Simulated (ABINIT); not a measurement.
**ZrC: geometry relaxation (part 2 of 2)**

Continued. System: ZrC (Fm-3m, 2 atoms in the cell). Method: Kohn-Sham DFT of a periodic cell, PBE, PseudoDojo NC SR PBE v0.4.1 standard, no spin polarisation (ABINIT 10.8.3); cutoff 1115.67 eV, 8×8×8 k-mesh, fermi-dirac of 0.05 eV. The structure derives from an entry of the Crystallography Open Database.

Geometry of the input (Å; fractional positions):
```
0.0000  2.3650  2.3650
2.3650  0.0000  2.3650
2.3650  2.3650  0.0000
Zr 0.5000  0.5000  0.5000
C  0.0000  0.0000  0.0000
```

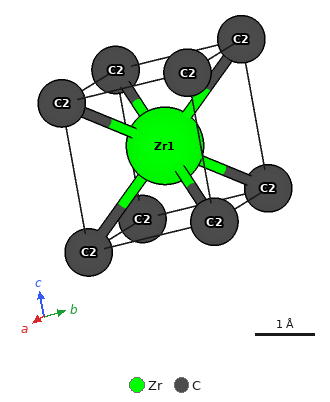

*The geometry at step 2 of the log (ball-and-stick view of the cell of the calculation, seen slightly off an axis; atoms are numbered from 1 in the order of the input).*

**The program's output, continued**
```
 Cartesian coordinates (xcart) [bohr]
  4.45657688613207E+00  4.45657688613207E+00  4.45657688613207E+00
  0.00000000000000E+00  0.00000000000000E+00  0.00000000000000E+00
 Reduced coordinates (xred)
  5.00000000000000E-01  5.00000000000000E-01  5.00000000000000E-01
  0.00000000000000E+00  0.00000000000000E+00  0.00000000000000E+00
 Cartesian forces (fcart) [Ha/bohr]; max,rms= 0.00000E+00 0.00000E+00 (free atoms)
 -0.00000000000000E+00 -0.00000000000000E+00 -0.00000000000000E+00
 -0.00000000000000E+00 -0.00000000000000E+00 -0.00000000000000E+00
 Gradient of E wrt nuclear positions in reduced coordinates (gred)
  0.00000000000000E+00  0.00000000000000E+00  0.00000000000000E+00
  0.00000000000000E+00  0.00000000000000E+00  0.00000000000000E+00
 Scale of Primitive Cell (acell) [bohr]
  6.30255147412642E+00  6.30255147412643E+00  6.30255147412643E+00
 Real space primitive translations (rprimd) [bohr]
  0.00000000000000E+00  4.45657688613207E+00  4.45657688613207E+00
  4.45657688613207E+00  0.00000000000000E+00  4.45657688613207E+00
  4.45657688613207E+00  4.45657688613207E+00  0.00000000000000E+00
 Unitary Cell Volume (ucvol) [Bohr^3]=  1.77024838214766E+02
 Angles (23,13,12)= [degrees]
  6.00000000000000E+01  6.00000000000000E+01  6.00000000000000E+01
 Lengths [Bohr]
  6.30255147412642E+00  6.30255147412643E+00  6.30255147412643E+00
 Stress tensor in cartesian coordinates (strten) [Ha/bohr^3]
  3.23028089060772E-05  0.00000000000000E+00  0.00000000000000E+00
  0.00000000000000E+00  3.23028089060842E-05  0.00000000000000E+00
  0.00000000000000E+00  0.00000000000000E+00  3.23028089060911E-05
 Total energy (etotal) [Ha]= -5.67079792333911E+01

 Difference of energy with previous step (new-old):
           Absolute (Ha)=-9.57949E-05
           Relative     =-1.68927E-06

--- Iteration: ( 3/50) Internal Cycle: (1/1)
--------------------------------------------------------------------------------

---SELF-CONSISTENT-FIELD CONVERGENCE--------------------------------------------

--- !BeginCycle
iteration_state: {dtset: 1, itime: 3, icycle: 1, }
solver: {iscf: 7, nstep: 80, nline: 4, wfoptalg: 0, }
tolerances: {tolvrs: 1.00E-12, }
...

     iter   Etot(hartree)      deltaE(h)  residm     vres2
 ETOT  1  -56.707945538620    -5.671E+01 3.205E-05 4.655E-01
 ETOT  2  -56.707954117965    -8.579E-06 2.900E-05 2.586E-01
 ETOT  3  -56.707985356843    -3.124E-05 3.754E-05 4.097E-02
 ETOT  4  -56.707991572619    -6.216E-06 1.537E-05 1.068E-04
 ETOT  5  -56.707991587164    -1.455E-08 2.360E-05 7.794E-07
 ETOT  6  -56.707991587243    -7.920E-11 1.238E-05 3.880E-08
 ETOT  7  -56.707991587249    -5.890E-12 1.775E-05 1.306E-10
 ETOT  8  -56.707991587251    -1.741E-12 9.170E-06 6.911E-13

 At SCF step    8       vres2   =  6.91E-13 < tolvrs=  1.00E-12 =>converged.

 Cartesian components of stress tensor (hartree/bohr^3)
  sigma(1 1)= -5.36978762E-07  sigma(3 2)=  0.00000000E+00
  sigma(2 2)= -5.36978762E-07  sigma(3 1)=  0.00000000E+00
  sigma(3 3)= -5.36978762E-07  sigma(2 1)=  0.00000000E+00

--- !ResultsGS
iteration_state: {dtset: 1, itime: 3, icycle: 1, }
comment   : Summary of ground state results
lattice_vectors:
- [  0.0000000,   4.4500688,   4.4500688, ]
- [  4.4500688,   0.0000000,   4.4500688, ]
- [  4.4500688,   4.4500688,   0.0000000, ]
lattice_lengths: [   6.29335,    6.29335,    6.29335, ]
lattice_angles: [ 60.000,  60.000,  60.000, ] # degrees, (23, 13, 12)
lattice_volume:   1.7625042E+02
convergence: {deltae: -1.741E-12, res2:  6.911E-13, residm:  9.170E-06, diffor: null, }
etotal    :  -5.67079916E+01
entropy   :   0.00000000E+00
fermie    :   4.14044526E-01
cartesian_stress_tensor: # hartree/bohr^3
- [ -5.36978762E-07,   0.00000000E+00,   0.00000000E+00, ]
- [  0.00000000E+00,  -5.36978762E-07,   0.00000000E+00, ]
- [  0.00000000E+00,   0.00000000E+00,  -5.36978762E-07, ]
pressure_GPa:   1.5798E-02
xred      :
- [  5.0000E-01,   5.0000E-01,   5.0000E-01, Zr]
- [  0.0000E+00,   0.0000E+00,   0.0000E+00,  C]
cartesian_forces: # hartree/bohr
- [ -0.00000000E+00,  -0.00000000E+00,  -0.00000000E+00, ]
- [ -0.00000000E+00,  -0.00000000E+00,  -0.00000000E+00, ]
force_length_stats: {min:   0.00000000E+00, max:   0.00000000E+00, mean:   0.00000000E+00, }
...

 Integrated electronic density in atomic spheres:
 ------------------------------------------------
 Atom  Sphere_radius  Integrated_density
    1        2.00000          8.36728161
    2        2.00000          3.80669879

---OUTPUT-----------------------------------------------------------------------

 Cartesian coordinates (xcart) [bohr]
  4.45006876874725E+00  4.45006876874725E+00  4.45006876874725E+00
  0.00000000000000E+00  0.00000000000000E+00  0.00000000000000E+00
 Reduced coordinates (xred)
  5.00000000000000E-01  5.00000000000000E-01  5.00000000000000E-01
  0.00000000000000E+00  0.00000000000000E+00  0.00000000000000E+00
 Cartesian forces (fcart) [Ha/bohr]; max,rms= 0.00000E+00 0.00000E+00 (free atoms)
 -0.00000000000000E+00 -0.00000000000000E+00 -0.00000000000000E+00
 -0.00000000000000E+00 -0.00000000000000E+00 -0.00000000000000E+00
 Gradient of E wrt nuclear positions in reduced coordinates (gred)
  0.00000000000000E+00  0.00000000000000E+00  0.00000000000000E+00
  0.00000000000000E+00  0.00000000000000E+00  0.00000000000000E+00
 Scale of Primitive Cell (acell) [bohr]
  6.29334760625530E+00  6.29334760625530E+00  6.29334760625530E+00
 Real space primitive translations (rprimd) [bohr]
  0.00000000000000E+00  4.45006876874725E+00  4.45006876874725E+00
  4.45006876874725E+00  0.00000000000000E+00  4.45006876874725E+00
  4.45006876874725E+00  4.45006876874725E+00  0.00000000000000E+00
 Unitary Cell Volume (ucvol) [Bohr^3]=  1.76250420884973E+02
 Angles (23,13,12)= [degrees]
  6.00000000000000E+01  6.00000000000000E+01  6.00000000000000E+01
 Lengths [Bohr]
  6.29334760625530E+00  6.29334760625530E+00  6.29334760625530E+00
 Stress tensor in cartesian coordinates (strten) [Ha/bohr^3]
 -5.36978762229884E-07  0.00000000000000E+00  0.00000000000000E+00
  0.00000000000000E+00 -5.36978762229884E-07  0.00000000000000E+00
  0.00000000000000E+00  0.00000000000000E+00 -5.36978762228149E-07
 Total energy (etotal) [Ha]= -5.67079915872509E+01

 Difference of energy with previous step (new-old):
           Absolute (Ha)=-1.23539E-05
           Relative     =-2.17850E-07

--- Iteration: ( 4/50) Internal Cycle: (1/1)
--------------------------------------------------------------------------------

---SELF-CONSISTENT-FIELD CONVERGENCE--------------------------------------------

--- !BeginCycle
iteration_state: {dtset: 1, itime: 4, icycle: 1, }
solver: {iscf: 7, nstep: 80, nline: 4, wfoptalg: 0, }
tolerances: {tolvrs: 1.00E-12, }
...

     iter   Etot(hartree)      deltaE(h)  residm     vres2
 ETOT  1  -56.707991578484    -5.671E+01 6.695E-06 1.231E-04
 ETOT  2  -56.707991580829    -2.344E-09 4.983E-06 6.760E-05
 ETOT  3  -56.707991588959    -8.130E-09 7.012E-06 1.095E-05
 ETOT  4  -56.707991590619    -1.660E-09 3.799E-06 2.887E-08
 ETOT  5  -56.707991590623    -4.221E-12 5.211E-06 2.155E-10
 ETOT  6  -56.707991590623     7.105E-13 2.860E-06 9.792E-12
 ETOT  7  -56.707991590623    -8.100E-13 3.880E-06 3.024E-14

 At SCF step    7       vres2   =  3.02E-14 < tolvrs=  1.00E-12 =>converged.

 Cartesian components of stress tensor (hartree/bohr^3)
  sigma(1 1)=  4.35279448E-09  sigma(3 2)=  0.00000000E+00
  sigma(2 2)=  4.35279448E-09  sigma(3 1)=  0.00000000E+00
  sigma(3 3)=  4.35279448E-09  sigma(2 1)=  0.00000000E+00

--- !ResultsGS
iteration_state: {dtset: 1, itime: 4, icycle: 1, }
comment   : Summary of ground state results
lattice_vectors:
- [  0.0000000,   4.4501747,   4.4501747, ]
- [  4.4501747,   0.0000000,   4.4501747, ]
- [  4.4501747,   4.4501747,   0.0000000, ]
lattice_lengths: [   6.29350,    6.29350,    6.29350, ]
lattice_angles: [ 60.000,  60.000,  60.000, ] # degrees, (23, 13, 12)
lattice_volume:   1.7626301E+02
convergence: {deltae: -8.100E-13, res2:  3.024E-14, residm:  3.880E-06, diffor: null, }
etotal    :  -5.67079916E+01
entropy   :   0.00000000E+00
fermie    :   4.14009605E-01
cartesian_stress_tensor: # hartree/bohr^3
- [  4.35279448E-09,   0.00000000E+00,   0.00000000E+00, ]
- [  0.00000000E+00,   4.35279448E-09,   0.00000000E+00, ]
- [  0.00000000E+00,   0.00000000E+00,   4.35279448E-09, ]
pressure_GPa:  -1.2806E-04
xred      :
- [  5.0000E-01,   5.0000E-01,   5.0000E-01, Zr]
- [  0.0000E+00,   0.0000E+00,   0.0000E+00,  C]
cartesian_forces: # hartree/bohr
- [ -0.00000000E+00,  -0.00000000E+00,  -0.00000000E+00, ]
- [ -0.00000000E+00,  -0.00000000E+00,  -0.00000000E+00, ]
force_length_stats: {min:   0.00000000E+00, max:   0.00000000E+00, mean:   0.00000000E+00, }
...

 Integrated electronic density in atomic spheres:
 ------------------------------------------------
 Atom  Sphere_radius  Integrated_density
    1        2.00000          8.36738675
    2        2.00000          3.80673716

---OUTPUT-----------------------------------------------------------------------

 Cartesian coordinates (xcart) [bohr]
  4.45017472806909E+00  4.45017472806909E+00  4.45017472806909E+00
  0.00000000000000E+00  0.00000000000000E+00  0.00000000000000E+00
 Reduced coordinates (xred)
  5.00000000000000E-01  5.00000000000000E-01  5.00000000000000E-01
  0.00000000000000E+00  0.00000000000000E+00  0.00000000000000E+00
 Cartesian forces (fcart) [Ha/bohr]; max,rms= 0.00000E+00 0.00000E+00 (free atoms)
 -0.00000000000000E+00 -0.00000000000000E+00 -0.00000000000000E+00
 -0.00000000000000E+00 -0.00000000000000E+00 -0.00000000000000E+00
 Gradient of E wrt nuclear positions in reduced coordinates (gred)
  0.00000000000000E+00  0.00000000000000E+00  0.00000000000000E+00
  0.00000000000000E+00  0.00000000000000E+00  0.00000000000000E+00
 Scale of Primitive Cell (acell) [bohr]
  6.29349745536531E+00  6.29349745536531E+00  6.29349745536531E+00
 Real space primitive translations (rprimd) [bohr]
  0.00000000000000E+00  4.45017472806909E+00  4.45017472806909E+00
  4.45017472806909E+00  0.00000000000000E+00  4.45017472806909E+00
  4.45017472806909E+00  4.45017472806909E+00  0.00000000000000E+00
 Unitary Cell Volume (ucvol) [Bohr^3]=  1.76263011130688E+02
 Angles (23,13,12)= [degrees]
  6.00000000000000E+01  6.00000000000000E+01  6.00000000000000E+01
 Lengths [Bohr]
  6.29349745536531E+00  6.29349745536531E+00  6.29349745536531E+00
 Stress tensor in cartesian coordinates (strten) [Ha/bohr^3]
  4.35279448075809E-09  0.00000000000000E+00  0.00000000000000E+00
  0.00000000000000E+00  4.35279448075809E-09  0.00000000000000E+00
  0.00000000000000E+00  0.00000000000000E+00  4.35279448075809E-09
 Total energy (etotal) [Ha]= -5.67079915906234E+01

 Difference of energy with previous step (new-old):
           Absolute (Ha)=-3.37242E-09
           Relative     =-5.94699E-11

 At Broyd/MD step   4, gradients are converged :
  max grad (force/stress) = 4.3528E-07 < tolmxf= 2.0000E-05 ha/bohr (free atoms)

================================================================================

 ----iterations are completed or convergence reached----

 Mean square residual over all n,k,spin=   11.637E-09; max=  38.797E-07
 reduced coordinates (array xred) for    2 atoms
       0.500000000000      0.500000000000      0.500000000000
       0.000000000000      0.000000000000      0.000000000000
 rms dE/dt=  0.0000E+00; max dE/dt=  0.0000E+00; dE/dt below (all hartree)
    1       0.000000000000      0.000000000000      0.000000000000
    2       0.000000000000      0.000000000000      0.000000000000

 cartesian coordinates (angstrom) at end:
    1      2.35493104903301     2.35493104903301     2.35493104903301
    2      0.00000000000000     0.00000000000000     0.00000000000000

 cartesian forces (hartree/bohr) at end:
    1     -0.00000000000000    -0.00000000000000    -0.00000000000000
    2     -0.00000000000000    -0.00000000000000    -0.00000000000000
 frms,max,avg= 0.0000000E+00 0.0000000E+00   0.000E+00  0.000E+00  0.000E+00 h/b

 cartesian forces (eV/Angstrom) at end:
    1     -0.00000000000000    -0.00000000000000    -0.00000000000000
    2     -0.00000000000000    -0.00000000000000    -0.00000000000000
 frms,max,avg= 0.0000000E+00 0.0000000E+00   0.000E+00  0.000E+00  0.000E+00 e/A
 length scales=  6.293497455365  6.293497455365  6.293497455365 bohr
              =  3.330375427996  3.330375427996  3.330375427996 angstroms
 Fermi (or HOMO) energy (hartree) =   0.41401   Average Vxc (hartree)=  -0.45398
 Eigenvalues (hartree) for nkpt=  29  k points:
 kpt#   1, nband= 12, wtk=  0.00195, kpt=  0.0000  0.0000  0.0000 (reduced coord)
  -1.35353   -0.53466   -0.53466   -0.53466    0.00064    0.45030    0.45030    0.45030
   0.45572    0.45572    0.45572    0.51848
      occupation numbers for kpt#   1
   2.00000    2.00000    2.00000    2.00000    2.00000    0.00000    0.00000    0.00000
   0.00000    0.00000    0.00000    0.00000
 prteigrs : prtvol=0 or 1, do not print more k-points.

--- !EnergyTerms
iteration_state     : {dtset: 1, itime: 4, icycle: 1, }
comment             : Components of total free energy in Hartree
kinetic             :  1.83698772100345E+01
hartree             :  6.31233335714096E+00
xc                  : -1.21699364094238E+01
Ewald energy        : -4.70876055448304E+01
psp_core            :  2.09797473850735E+00
local_psp           : -2.93954292664782E+01
non_local_psp       :  5.16489980863530E+00
internal            : -5.67078861064143E+01
'-kT*entropy'       : -1.05484209054774E-04
total_energy        : -5.67079915906234E+01
total_energy_eV     : -1.54310306240630E+03
band_energy         : -3.89168607371620E+00
...

 Cartesian components of stress tensor (hartree/bohr^3)
  sigma(1 1)=  4.35279448E-09  sigma(3 2)=  0.00000000E+00
  sigma(2 2)=  4.35279448E-09  sigma(3 1)=  0.00000000E+00
  sigma(3 3)=  4.35279448E-09  sigma(2 1)=  0.00000000E+00

-Cartesian components of stress tensor (GPa)         [Pressure= -1.2806E-04 GPa]
- sigma(1 1)=  1.28063635E-04  sigma(3 2)=  0.00000000E+00
- sigma(2 2)=  1.28063635E-04  sigma(3 1)=  0.00000000E+00
- sigma(3 3)=  1.28063635E-04  sigma(2 1)=  0.00000000E+00

== END DATASET(S) ==============================================================
================================================================================

 -outvars: echo values of variables after computation  --------
            acell      6.2934974554E+00  6.2934974554E+00  6.2934974554E+00 Bohr
           etotal     -5.6707991591E+01
            fcart     -0.0000000000E+00 -0.0000000000E+00 -0.0000000000E+00
                      -0.0000000000E+00 -0.0000000000E+00 -0.0000000000E+00
            rprim      0.0000000000E+00  7.0710678119E-01  7.0710678119E-01
                       7.0710678119E-01  0.0000000000E+00  7.0710678119E-01
                       7.0710678119E-01  7.0710678119E-01  0.0000000000E+00
           strten      4.3527944808E-09  4.3527944808E-09  4.3527944808E-09
                       0.0000000000E+00  0.0000000000E+00  0.0000000000E+00
           xangst      2.3549310490E+00  2.3549310490E+00  2.3549310490E+00
                       0.0000000000E+00  0.0000000000E+00  0.0000000000E+00
             xred      5.0000000000E-01  5.0000000000E-01  5.0000000000E-01
                       0.0000000000E+00  0.0000000000E+00  0.0000000000E+00
 Calculation completed.
```

**Trajectory as extended XYZ (Å, eV, eV/Å), 4 frames, from step=0 to step=3**
```
2
Lattice="0.0000 2.3650 2.3650 2.3650 0.0000 2.3650 2.3650 2.3650 0.0000" Properties=species:S:1:pos:R:3:forces:R:3 step=0 energy=-1543.10012
Zr    2.3650    2.3650    2.3650    0.0000   0.0000   0.0000
C     0.0000    0.0000    0.0000    0.0000   0.0000   0.0000
2
Lattice="0.0000 2.3583 2.3583 2.3583 0.0000 2.3583 2.3583 2.3583 0.0000" Properties=species:S:1:pos:R:3:forces:R:3 step=1 energy=-1543.10273
Zr    2.3583    2.3583    2.3583    0.0000   0.0000   0.0000
C     0.0000    0.0000    0.0000    0.0000   0.0000   0.0000
2
Lattice="0.0000 2.3549 2.3549 2.3549 0.0000 2.3549 2.3549 2.3549 0.0000" Properties=species:S:1:pos:R:3:forces:R:3 step=2 energy=-1543.10306
Zr    2.3549    2.3549    2.3549    0.0000   0.0000   0.0000
C     0.0000    0.0000    0.0000    0.0000   0.0000   0.0000
2
Lattice="0.0000 2.3549 2.3549 2.3549 0.0000 2.3549 2.3549 2.3549 0.0000" Properties=species:S:1:pos:R:3:forces:R:3 step=3 energy=-1543.10306
Zr    2.3549    2.3549    2.3549    0.0000   0.0000   0.0000
C     0.0000    0.0000    0.0000    0.0000   0.0000   0.0000
```

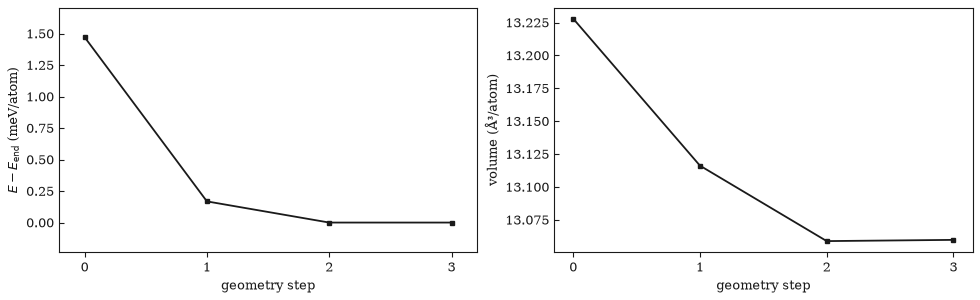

*Progress of the relaxation, step by step (steps are counted from 0).*

Over 3 geometry steps the energy falls by 1.5 meV per atom. All forces vanish by symmetry, so only the cell relaxes. The atoms keep their places relative to the cell (all moves are under 0.005 Å). Cell: a = b = c 4.730 → 4.710 Å (−0.4 %). Volume −1.3 %. Distances before and after: Zr1–C2 2.365 → 2.355 Å. The space group stays Fm-3m (No. 225). (Atoms are counted from 1 in the order of the input.)

**Summary**

- outcome: converged
- space group (tolerance 0.01 Å): Fm-3m (225)
- electrons treated: 16
- free energy: −1543.1031 eV
- Fermi energy: 11.266 eV
- gap on the k-point mesh: none (metallic)
- pressure: 0.00 GPa
- final volume: 26.12 Å³
- largest force (length of the vector) at the end: under 0.001 eV/Å
- final cell: a = 3.330 Å, b = 3.330 Å, c = 3.330 Å, α = 60.00°, β = 60.00°, γ = 60.00°
- wall time: 88 s
- peak memory: 0.09 GiB
